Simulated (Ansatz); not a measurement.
# Al2Ni: what the fields show

Input file:

```
crystal:
  lattice:
    - [0.0, 3.5201126233, 3.5201126233]
    - [3.5201126233, 0.0, 3.5201126233]
    - [3.5201126233, 3.5201126233, 0.0]
  atoms:
    - { symbol: Al, position: [0.125, 0.125, 0.125] }
    - { symbol: Al, position: [0.125, 0.125, 0.625] }
    - { symbol: Al, position: [0.125, 0.625, 0.125] }
    - { symbol: Al, position: [0.625, 0.125, 0.125] }
    - { symbol: Ni, position: [0.75, 0.75, 0.75] }
    - { symbol: Ni, position: [0.5, 0.5, 0.5] }
basis:
  ecutwfc: 420
kpoints:
  mp_grid: { grid: [10, 10, 10] }
hamiltonian:
  xc: pbe
scf:
  occupations: { method: gaussian, width: 0.1 }
output:
  forces: true
  stress: true
  eigenvalues: true
  write_density: true
  write_potential: true
  elf: true
  volumetric_format: npy
relax:
  adjacent_minimum: "off"
  f_tol: 0.01
  max_steps: 80
  cell: { stress_tol: 0.05 }
```

Run with:

```sh
ansatz run input.yaml --threads 1 --pin off --max-ram 2560MiB --backend cpu --events-out ev --progress --plain --runs-dir out
```

Below, planes, directions and counts refer to the conventional cell (a = 7.05 Å, b = 7.05 Å, c = 7.05 Å, α = 90.00°, β = 90.00°, γ = 90.00°).

Space group Fd-3m; a structure generated by program, which may or may not match a known phase; computed without spin polarisation.

All numbers below come from DFT PBE, scalar-relativistic, plane waves, PAW in Ansatz 0.2.0.

The density is the valence pseudo-density of a PAW calculation; it isn't the true density close to the nuclei.

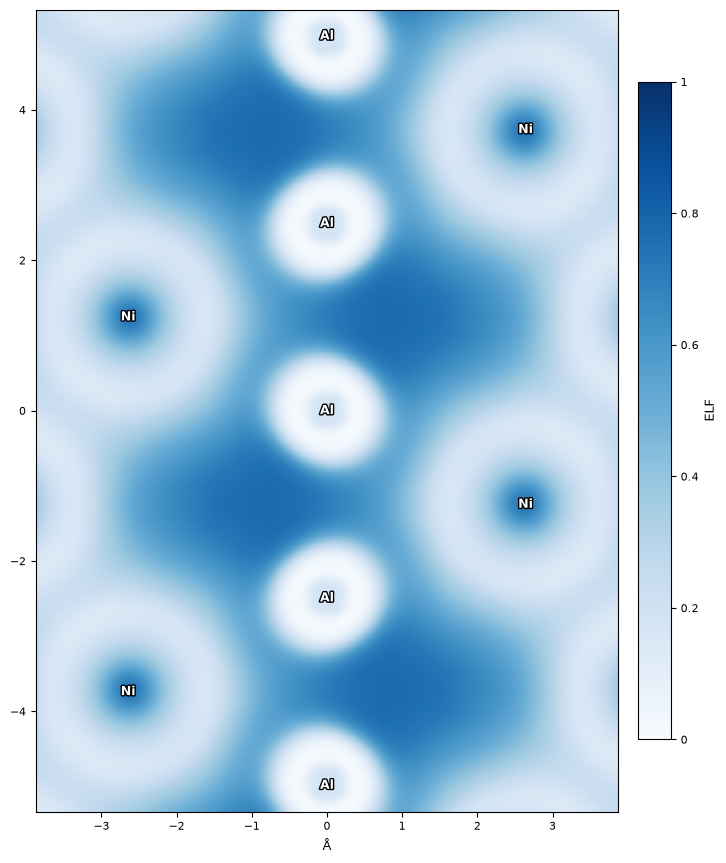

Figure 1. ELF on the (011) plane of the conventional cell.

Q: Read the bonding off the picture.

A: The section cuts through Al and Ni sites.
Al–Al (2.49 Å): the ELF peaks at about 0.70 between the atoms.
Al–Ni (2.92 Å): the ELF is about 0.40 at the midpoint: no shared electron pair shows on this line.
The ELF has a maximum of about 0.75 in the space between the atoms, 1.5 Å from four Al atoms, on no atom or two-centre bond.
The features right at Ni lie inside the PAW spheres, where the map follows smoothed inner orbitals and isn't to be read closely.

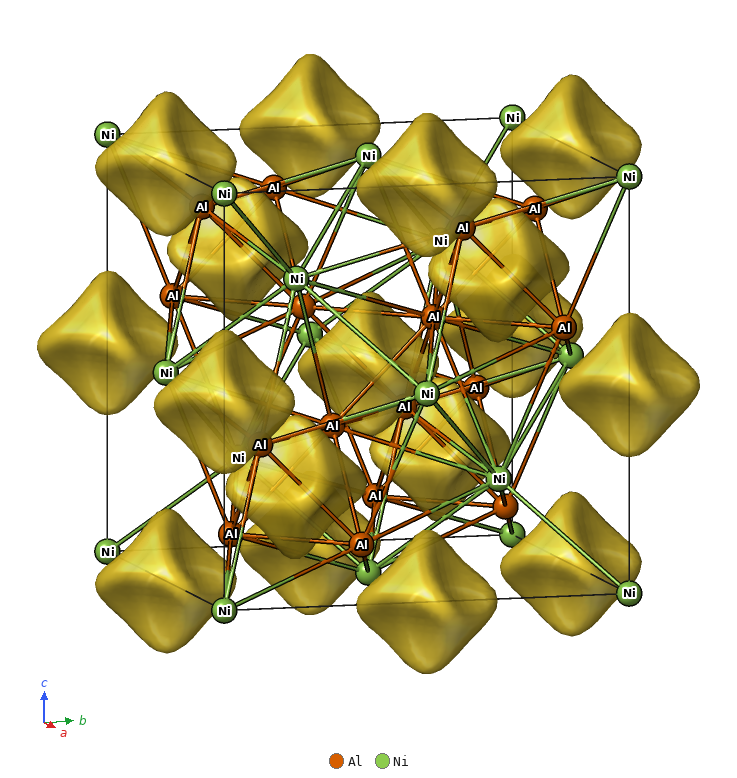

Figure 2. Isosurface of the electron localisation function at 0.65 (yellow), seen slightly off an axis. Only the valence region is drawn (cores and ρ < 0.01 e/Å³ removed). Sticks mark near contacts.

Q: What do the ELF domains correspond to?

A: At this value the surface marks out eight pockets between the atoms, centred on no nucleus (multi-centre or interstitial), counted in one cell of 24 atoms. Any copies at cell faces, edges or corners count once.

Q: Does the calculation give a band gap?

A: It is gapless in this calculation (a metal or semimetal).
